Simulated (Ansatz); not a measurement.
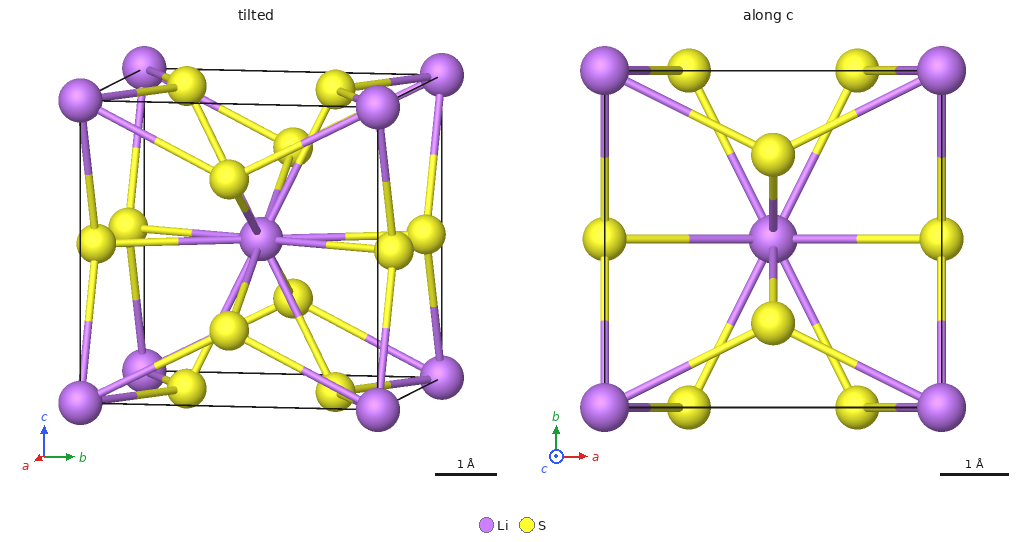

Shown here is a ball-and-stick view of the crystal, taken slightly off an axis and along the c axis. The parallelepiped is the conventional unit cell. Cell: a = 5.02 Å, b = 5.02 Å, c = 5.02 Å, α = 90.00°, β = 90.00°, γ = 90.00°.

The cell started as a structure type filled with these elements by a generator (whether the compound takes this form wasn't checked). Earlier steps of the study may have refined or changed the cell and positions. It was the input of a calculation with Ansatz.

Q: Give a description of the structure.

A: The formula is LiS₃. The symmetry is that of Pm-3n (No. 223), on a primitive cubic lattice. The prototype is Cr₃Si (A15) type. Cell content: 2 Li, 6 S, that is 2 formula units. The neighbours of Li are twelve S at about 2.8 Å. About every S there are four Li in a distorted tetrahedral arrangement at about 2.8 Å. The bonds build a three-dimensional framework.

All computed values are from DFT PBE, scalar-relativistic, plane waves, PAW in Ansatz. Settings: 420 eV cutoff, the zone sampled with 8×8×8 points, Gaussian smearing of 0.1 eV, no spin polarisation.

Q: Predict the gap.

A: A metal: bands cross the Fermi level.

Q: What charge does Bader's analysis assign to each element?

A: Li +0.90 e; S -0.30 e.

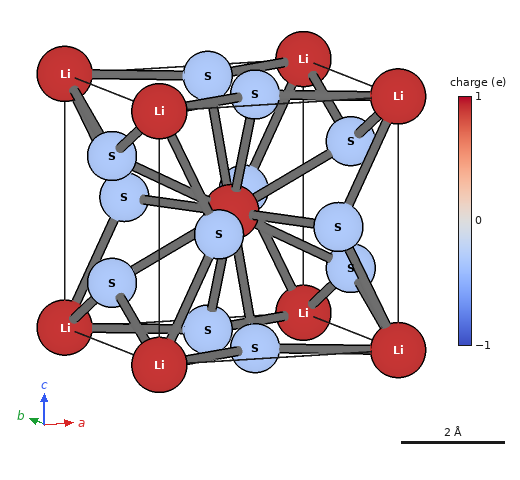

The atoms coloured by those charges. The run's cell of 8 atoms is drawn.

Q: Does this geometry sit at a stationary point of the energy?

A: Yes. All forces vanish to within 0.01 eV/Å. The pressure is 0.0 GPa, close to zero.
